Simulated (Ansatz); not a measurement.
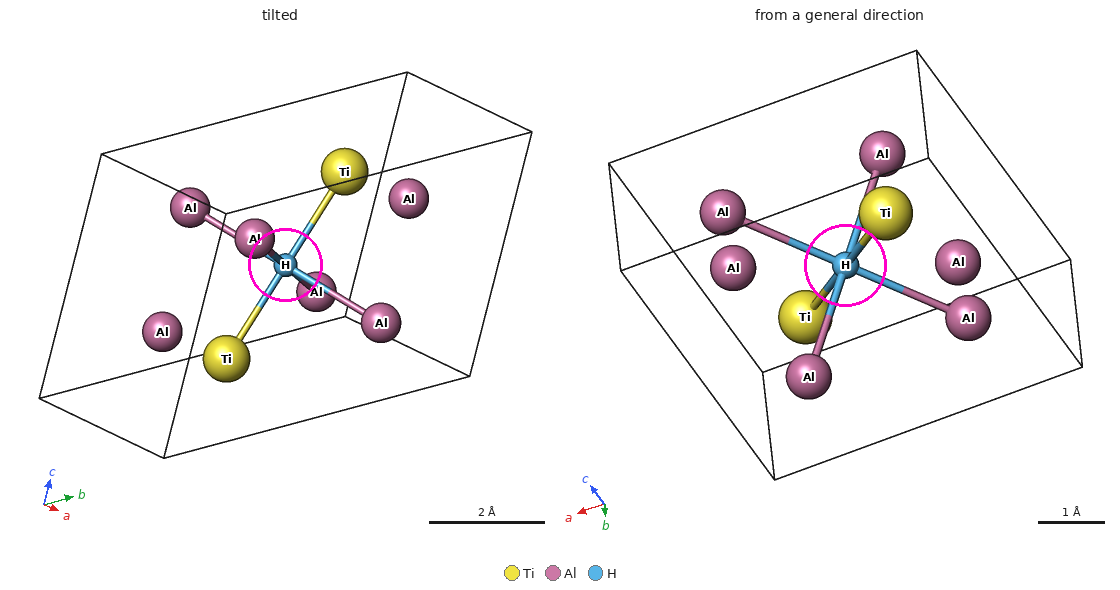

Ball-and-stick drawing of the structure, looking slightly off an axis and from a general direction. The parallelepiped is the supercell. The host is TiAl₃, in a cell of 8 sites, and the cell is neutral. A ring marks the defect's site.

### How does this supercell depart from the perfect host?

An interstitial hydrogen atom. It is bonded to four Al and two Ti in a distorted octahedral arrangement (about 2.1 Å to Al, 1.9 Å to Ti). Not all metal-metal contacts are counted.

The atoms were relaxed in the host's cell with Ansatz 0.2.0, DFT PBE, scalar-relativistic, plane waves, PAW.
